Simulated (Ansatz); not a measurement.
```cif
data_structure
_symmetry_space_group_name_H-M 'P 1'
_symmetry_Int_Tables_number 1
_cell_length_a 3.6537
_cell_length_b 3.6537
_cell_length_c 3.6537
_cell_angle_alpha 90.000
_cell_angle_beta 90.000
_cell_angle_gamma 90.000
_cell_volume 48.77
loop_
_atom_site_label
_atom_site_type_symbol
_atom_site_fract_x
_atom_site_fract_y
_atom_site_fract_z
_atom_site_occupancy
Pb1 Pb 0.00000 0.00000 0.00000 1
S1 S 0.50000 0.50000 0.50000 1
```

Space group Pm-3m; a structure from a database of computed crystals, not necessarily the ambient phase; computed pressure about −5 GPa in this cell.

Method: Kohn-Sham DFT of a periodic cell, LDA, Ansatz PAW (Ansatz).

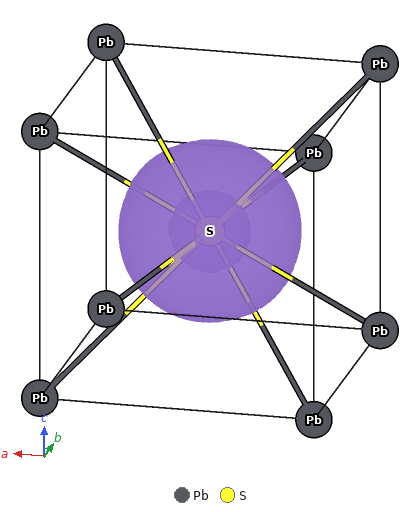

PbS. Isosurface of the ELF at 0.7 (purple), seen at an oblique angle. Only the valence region is drawn (cores and ρ < 0.01 e/Å³ removed). Sticks mark near contacts.

Core electrons are frozen (PAW), and the valence fields are smoothed inside the atomic spheres.

What do the ELF domains correspond to?

Answer. The ELF exceeds this value in one region wrapped around S (its valence shell), counted in one cell of 2 atoms. Regions shared between cells count once. Along the contacts the grid gives the following. Pb–S (3.16 Å): the ELF peaks at about 0.85 in the valence shell of S, 0.8 Å from its nucleus, and drops to about 0.20 between the two atoms.
